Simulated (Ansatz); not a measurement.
# PtS₂: molecular dynamics (part 2 of 2)

The same run, continued: PtS₂ (R3m, 3 atoms in the cell); DFT, PBEsol, plane waves, PAW, no spin polarisation (Ansatz 0.2.0); cutoff 420 eV, 4×4×4 k-mesh, Fermi–Dirac smearing of 0.052 eV. The structure was built on a prototype by a generator. The geometry comes from this level: r2scan-rvv10. It belongs to a series of runs on one base structure; here: NVT, Langevin thermostat at 600 K.

Geometry of the input (Å; fractional positions):
```
1.7391  1.0041  5.0959
-1.7391  1.0041  5.0959
0.0000  -2.0082  5.0959
Pt -0.0026  -0.0026  -0.0026
S  0.4256  0.4256  0.4256
S  0.2437  0.2437  0.2437
```

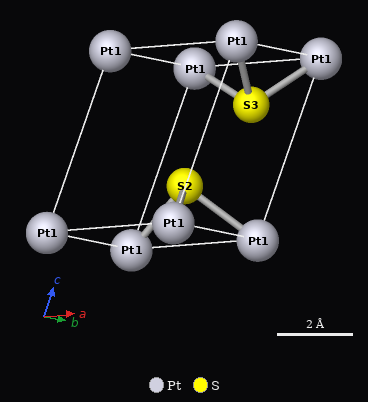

*The geometry at step 10 of the log (ball-and-stick view of the reduced cell, seen at an oblique angle; atoms are numbered from 1 in the order of the input).*

```
SCF converged after 6 iterations
Free energy (F): -14153.277372 eV
Harris-Foulkes:  -14153.277372 eV  (|F-HF|=1.15e-10)
Internal energy: -14153.267922 eV  (E = F + TS)
E sigma→0 (E₀):  -14153.272647 eV
Entropy (-TS):   -0.009451 eV (-3.150 meV/atom)
Fermi energy:    11.606145 eV
--- Per-component energies (eV) ---
  E_band       = -296.362224
  E_kinetic    = 847.395021
  E_local      = -2885.622281  (includes V_loc(G=0)·N_el)
  E_nonlocal   = 261.519360
  E_hartree    = 1128.129645
  E_xc         = -450.734606
  E_vxc        = -474.786330  (∫ρ·V_xc dr)
  E_paw        = -10484.584882  (= ΣΔE_a)
  E_vpaw       = -301.126872  (= ΣTr[D̂ρ^β])
  E_aug_tail   = 0.000195  (compensation charges beyond the density's cutoff)
  E_ewald      = -2569.781254
  E_core_change = 0.410880  (= ΣΔE_core)
  E_smearing   = -0.009451  (= −TS)
  E_closure    = -0.000000  (closes the sum)
  Σ components = -14153.277372   (vs F -14153.277372, Δ=0.00e0)
--- Forces (eV/Å), atoms counted from 1 ---
  atom   1  Pt     0.10772632    -0.06900803    -0.19156469
  atom   2  S      0.11741631     0.22381102     0.11474987
  atom   3  S     -0.22514252    -0.15480257     0.07681274
  max |Σ_I F_I| component: 2.08e-6 eV/Å
--- MD trajectory: 20 steps, t = 0.0 → 20.0 fs ---
  final state: T = 636.2 K   F+E_penalty+E_count = -14153.27737241 eV   E_kin = 0.246712 eV
```

File md.tsv:
```
# step	time_fs	lagrangian_ev	e_kin_ev	conserved_ev	temperature_k	n_scf	instantaneous_pressure_gpa	pulay_correction_pressure_gpa	volume_ang3	basis_selection	selection_volumetric_strain	selection_max_deviatoric_strain	pulay_correction_read	pulay_correction_kernel_widenings	a_ang	b_ang	c_ang	alpha_deg	beta_deg	gamma_deg	quantum_kinetic_energy_ev	gyration_radius_ang	target_temperature_k	e_deformation_potential
0	0.000000	-1.4153309861e4	1.5511199872e-1	nan	400.0000	8	nan	nan	nan	nan	nan	nan	nan	nan	nan	nan	nan	nan	nan	nan	nan	nan	nan	0.0000000000e0
1	1.000000	-1.4153309992e4	1.1987019285e-1	nan	309.1191	6	nan	nan	nan	nan	nan	nan	nan	nan	nan	nan	nan	nan	nan	nan	nan	nan	nan	0.0000000000e0
2	2.000000	-1.4153309988e4	1.0125285037e-1	nan	261.1090	6	nan	nan	nan	nan	nan	nan	nan	nan	nan	nan	nan	nan	nan	nan	nan	nan	nan	0.0000000000e0
3	3.000000	-1.4153309855e4	1.1810664156e-1	nan	304.5713	6	nan	nan	nan	nan	nan	nan	nan	nan	nan	nan	nan	nan	nan	nan	nan	nan	nan	0.0000000000e0
4	4.000000	-1.4153309572e4	1.2786986216e-1	nan	329.7485	6	nan	nan	nan	nan	nan	nan	nan	nan	nan	nan	nan	nan	nan	nan	nan	nan	nan	0.0000000000e0
5	5.000000	-1.4153309120e4	1.2680706971e-1	nan	327.0078	5	nan	nan	nan	nan	nan	nan	nan	nan	nan	nan	nan	nan	nan	nan	nan	nan	nan	0.0000000000e0
6	6.000000	-1.4153308519e4	1.4120366800e-1	nan	364.1334	4	nan	nan	nan	nan	nan	nan	nan	nan	nan	nan	nan	nan	nan	nan	nan	nan	nan	0.0000000000e0
7	7.000000	-1.4153307766e4	1.5060917527e-1	nan	388.3882	3	nan	nan	nan	nan	nan	nan	nan	nan	nan	nan	nan	nan	nan	nan	nan	nan	nan	0.0000000000e0
8	8.000000	-1.4153306845e4	1.5563544521e-1	nan	401.3499	3	nan	nan	nan	nan	nan	nan	nan	nan	nan	nan	nan	nan	nan	nan	nan	nan	nan	0.0000000000e0
9	9.000000	-1.4153305737e4	2.0455469150e-1	nan	527.5019	4	nan	nan	nan	nan	nan	nan	nan	nan	nan	nan	nan	nan	nan	nan	nan	nan	nan	0.0000000000e0
10	10.000000	-1.4153304425e4	2.0656946225e-1	nan	532.6976	6	nan	nan	nan	nan	nan	nan	nan	nan	nan	nan	nan	nan	nan	nan	nan	nan	nan	0.0000000000e0
11	11.000000	-1.4153302917e4	2.2555756216e-1	nan	581.6637	4	nan	nan	nan	nan	nan	nan	nan	nan	nan	nan	nan	nan	nan	nan	nan	nan	nan	0.0000000000e0
12	12.000000	-1.4153301218e4	2.1005320668e-1	nan	541.6814	3	nan	nan	nan	nan	nan	nan	nan	nan	nan	nan	nan	nan	nan	nan	nan	nan	nan	0.0000000000e0
13	13.000000	-1.4153299319e4	2.0100135535e-1	nan	518.3386	4	nan	nan	nan	nan	nan	nan	nan	nan	nan	nan	nan	nan	nan	nan	nan	nan	nan	0.0000000000e0
14	14.000000	-1.4153297144e4	2.2771087604e-1	nan	587.2167	4	nan	nan	nan	nan	nan	nan	nan	nan	nan	nan	nan	nan	nan	nan	nan	nan	nan	0.0000000000e0
15	15.000000	-1.4153294655e4	2.4427130676e-1	nan	629.9224	4	nan	nan	nan	nan	nan	nan	nan	nan	nan	nan	nan	nan	nan	nan	nan	nan	nan	0.0000000000e0
16	16.000000	-1.4153291796e4	2.5999248327e-1	nan	670.4639	4	nan	nan	nan	nan	nan	nan	nan	nan	nan	nan	nan	nan	nan	nan	nan	nan	nan	0.0000000000e0
17	17.000000	-1.4153288504e4	2.7057101740e-1	nan	697.7436	3	nan	nan	nan	nan	nan	nan	nan	nan	nan	nan	nan	nan	nan	nan	nan	nan	nan	0.0000000000e0
18	18.000000	-1.4153284911e4	2.6145698243e-1	nan	674.2405	4	nan	nan	nan	nan	nan	nan	nan	nan	nan	nan	nan	nan	nan	nan	nan	nan	nan	0.0000000000e0
19	19.000000	-1.4153281141e4	2.6328809767e-1	nan	678.9626	4	nan	nan	nan	nan	nan	nan	nan	nan	nan	nan	nan	nan	nan	nan	nan	nan	nan	0.0000000000e0
20	20.000000	-1.4153277372e4	2.4671165146e-1	nan	636.2155	6	nan	nan	nan	nan	nan	nan	nan	nan	nan	nan	nan	nan	nan	nan	nan	nan	nan	0.0000000000e0
```

Trajectory as extended XYZ (Å, eV, eV/Å), 21 frames, from step=0 to step=20:
```
3
Lattice="1.7391 1.0041 5.0959 -1.7391 1.0041 5.0959 0.0000 -2.0082 5.0959" Properties=species:S:1:pos:R:3:forces:R:3 step=0 time_fs=0.0 energy=-14153.30986 temperature=400.0
Pt    0.0000    0.0000   -0.0401    0.0000   0.0000  -0.0279
S     0.0000    0.0000    6.5064    0.0000   0.0000   0.0956
S     0.0000    0.0000    3.7255    0.0000   0.0000  -0.0677
3
Lattice="1.7391 1.0041 5.0959 -1.7391 1.0041 5.0959 0.0000 -2.0082 5.0959" Properties=species:S:1:pos:R:3:forces:R:3 step=1 time_fs=1.0 energy=-14153.30999 temperature=309.1
Pt   -0.0002    0.0008   -0.0401    0.0011  -0.0025  -0.0299
S    -0.0037   -0.0055    6.5077    0.0075   0.0078   0.0837
S     0.0052    0.0017    3.7242   -0.0086  -0.0053  -0.0538
3
Lattice="1.7391 1.0041 5.0959 -1.7391 1.0041 5.0959 0.0000 -2.0082 5.0959" Properties=species:S:1:pos:R:3:forces:R:3 step=2 time_fs=2.0 energy=-14153.30999 temperature=261.1
Pt   -0.0003    0.0016   -0.0398    0.0023  -0.0048  -0.0351
S    -0.0066   -0.0103    6.5087    0.0136   0.0147   0.0722
S     0.0101    0.0031    3.7223   -0.0159  -0.0099  -0.0371
3
Lattice="1.7391 1.0041 5.0959 -1.7391 1.0041 5.0959 0.0000 -2.0082 5.0959" Properties=species:S:1:pos:R:3:forces:R:3 step=3 time_fs=3.0 energy=-14153.30985 temperature=304.6
Pt   -0.0003    0.0024   -0.0395    0.0031  -0.0076  -0.0398
S    -0.0097   -0.0151    6.5097    0.0197   0.0212   0.0612
S     0.0150    0.0035    3.7206   -0.0229  -0.0136  -0.0214
3
Lattice="1.7391 1.0041 5.0959 -1.7391 1.0041 5.0959 0.0000 -2.0082 5.0959" Properties=species:S:1:pos:R:3:forces:R:3 step=4 time_fs=4.0 energy=-14153.30957 temperature=329.7
Pt   -0.0003    0.0032   -0.0393    0.0038  -0.0106  -0.0432
S    -0.0134   -0.0202    6.5109    0.0264   0.0280   0.0508
S     0.0201    0.0038    3.7190   -0.0303  -0.0175  -0.0076
3
Lattice="1.7391 1.0041 5.0959 -1.7391 1.0041 5.0959 0.0000 -2.0082 5.0959" Properties=species:S:1:pos:R:3:forces:R:3 step=5 time_fs=5.0 energy=-14153.30912 temperature=327.0
Pt   -0.0001    0.0039   -0.0389    0.0043  -0.0134  -0.0482
S    -0.0174   -0.0253    6.5116    0.0333   0.0350   0.0435
S     0.0253    0.0042    3.7176   -0.0376  -0.0216   0.0047
3
Lattice="1.7391 1.0041 5.0959 -1.7391 1.0041 5.0959 0.0000 -2.0082 5.0959" Properties=species:S:1:pos:R:3:forces:R:3 step=6 time_fs=6.0 energy=-14153.30852 temperature=364.1
Pt    0.0004    0.0047   -0.0383    0.0050  -0.0155  -0.0544
S    -0.0213   -0.0297    6.5123    0.0405   0.0413   0.0370
S     0.0312    0.0047    3.7160   -0.0455  -0.0258   0.0174
3
Lattice="1.7391 1.0041 5.0959 -1.7391 1.0041 5.0959 0.0000 -2.0082 5.0959" Properties=species:S:1:pos:R:3:forces:R:3 step=7 time_fs=7.0 energy=-14153.30777 temperature=388.4
Pt    0.0011    0.0054   -0.0376    0.0061  -0.0175  -0.0603
S    -0.0250   -0.0342    6.5133    0.0474   0.0480   0.0286
S     0.0376    0.0054    3.7142   -0.0536  -0.0305   0.0317
3
Lattice="1.7391 1.0041 5.0959 -1.7391 1.0041 5.0959 0.0000 -2.0082 5.0959" Properties=species:S:1:pos:R:3:forces:R:3 step=8 time_fs=8.0 energy=-14153.30684 temperature=401.3
Pt    0.0018    0.0062   -0.0367    0.0077  -0.0198  -0.0667
S    -0.0286   -0.0390    6.5142    0.0540   0.0554   0.0221
S     0.0439    0.0062    3.7127   -0.0617  -0.0355   0.0447
3
Lattice="1.7391 1.0041 5.0959 -1.7391 1.0041 5.0959 0.0000 -2.0082 5.0959" Properties=species:S:1:pos:R:3:forces:R:3 step=9 time_fs=9.0 energy=-14153.30574 temperature=527.5
Pt    0.0025    0.0069   -0.0353    0.0099  -0.0229  -0.0732
S    -0.0324   -0.0443    6.5148    0.0608   0.0636   0.0220
S     0.0507    0.0061    3.7120   -0.0707  -0.0408   0.0512
3
Lattice="1.7391 1.0041 5.0959 -1.7391 1.0041 5.0959 0.0000 -2.0082 5.0959" Properties=species:S:1:pos:R:3:forces:R:3 step=10 time_fs=10.0 energy=-14153.30443 temperature=532.7
Pt    0.0032    0.0075   -0.0337    0.0131  -0.0263  -0.0802
S    -0.0360   -0.0500    6.5149    0.0677   0.0729   0.0268
S     0.0581    0.0057    3.7118   -0.0808  -0.0466   0.0533
3
Lattice="1.7391 1.0041 5.0959 -1.7391 1.0041 5.0959 0.0000 -2.0082 5.0959" Properties=species:S:1:pos:R:3:forces:R:3 step=11 time_fs=11.0 energy=-14153.30292 temperature=581.7
Pt    0.0040    0.0081   -0.0319    0.0182  -0.0290  -0.0855
S    -0.0397   -0.0553    6.5149    0.0748   0.0826   0.0345
S     0.0660    0.0060    3.7121   -0.0930  -0.0536   0.0510
3
Lattice="1.7391 1.0041 5.0959 -1.7391 1.0041 5.0959 0.0000 -2.0082 5.0959" Properties=species:S:1:pos:R:3:forces:R:3 step=12 time_fs=12.0 energy=-14153.30122 temperature=541.7
Pt    0.0046    0.0087   -0.0299    0.0249  -0.0316  -0.0902
S    -0.0432   -0.0606    6.5149    0.0815   0.0932   0.0440
S     0.0738    0.0065    3.7126   -0.1064  -0.0616   0.0462
3
Lattice="1.7391 1.0041 5.0959 -1.7391 1.0041 5.0959 0.0000 -2.0082 5.0959" Properties=species:S:1:pos:R:3:forces:R:3 step=13 time_fs=13.0 energy=-14153.29932 temperature=518.3
Pt    0.0050    0.0089   -0.0277    0.0312  -0.0341  -0.0989
S    -0.0470   -0.0658    6.5146    0.0878   0.1045   0.0541
S     0.0808    0.0073    3.7127   -0.1190  -0.0704   0.0447
3
Lattice="1.7391 1.0041 5.0959 -1.7391 1.0041 5.0959 0.0000 -2.0082 5.0959" Properties=species:S:1:pos:R:3:forces:R:3 step=14 time_fs=14.0 energy=-14153.29714 temperature=587.2
Pt    0.0053    0.0090   -0.0253    0.0384  -0.0367  -0.1091
S    -0.0513   -0.0715    6.5145    0.0939   0.1170   0.0637
S     0.0872    0.0087    3.7126   -0.1323  -0.0804   0.0455
3
Lattice="1.7391 1.0041 5.0959 -1.7391 1.0041 5.0959 0.0000 -2.0082 5.0959" Properties=species:S:1:pos:R:3:forces:R:3 step=15 time_fs=15.0 energy=-14153.29465 temperature=629.9
Pt    0.0057    0.0090   -0.0229    0.0485  -0.0396  -0.1178
S    -0.0554   -0.0777    6.5151    0.0992   0.1313   0.0716
S     0.0941    0.0105    3.7127   -0.1476  -0.0917   0.0461
3
Lattice="1.7391 1.0041 5.0959 -1.7391 1.0041 5.0959 0.0000 -2.0082 5.0959" Properties=species:S:1:pos:R:3:forces:R:3 step=16 time_fs=16.0 energy=-14153.29180 temperature=670.5
Pt    0.0061    0.0089   -0.0205    0.0605  -0.0436  -0.1276
S    -0.0591   -0.0845    6.5156    0.1036   0.1477   0.0796
S     0.1012    0.0122    3.7125   -0.1641  -0.1041   0.0480
3
Lattice="1.7391 1.0041 5.0959 -1.7391 1.0041 5.0959 0.0000 -2.0082 5.0959" Properties=species:S:1:pos:R:3:forces:R:3 step=17 time_fs=17.0 energy=-14153.28850 temperature=697.7
Pt    0.0064    0.0086   -0.0181    0.0735  -0.0490  -0.1402
S    -0.0628   -0.0920    6.5154    0.1077   0.1665   0.0904
S     0.1084    0.0137    3.7118   -0.1812  -0.1174   0.0498
3
Lattice="1.7391 1.0041 5.0959 -1.7391 1.0041 5.0959 0.0000 -2.0082 5.0959" Properties=species:S:1:pos:R:3:forces:R:3 step=18 time_fs=18.0 energy=-14153.28491 temperature=674.2
Pt    0.0067    0.0082   -0.0155    0.0861  -0.0550  -0.1556
S    -0.0663   -0.0990    6.5150    0.1117   0.1858   0.1012
S     0.1156    0.0150    3.7105   -0.1978  -0.1309   0.0543
3
Lattice="1.7391 1.0041 5.0959 -1.7391 1.0041 5.0959 0.0000 -2.0082 5.0959" Properties=species:S:1:pos:R:3:forces:R:3 step=19 time_fs=19.0 energy=-14153.28114 temperature=679.0
Pt    0.0069    0.0078   -0.0128    0.0977  -0.0616  -0.1731
S    -0.0698   -0.1058    6.5151    0.1148   0.2051   0.1078
S     0.1225    0.0157    3.7085   -0.2125  -0.1434   0.0653
3
Lattice="1.7391 1.0041 5.0959 -1.7391 1.0041 5.0959 0.0000 -2.0082 5.0959" Properties=species:S:1:pos:R:3:forces:R:3 step=20 time_fs=20.0 energy=-14153.27737 temperature=636.2
Pt    0.0070    0.0073   -0.0098    0.1077  -0.0690  -0.1916
S    -0.0731   -0.1122    6.5154    0.1174   0.2238   0.1148
S     0.1289    0.0159    3.7068   -0.2251  -0.1548   0.0768
```
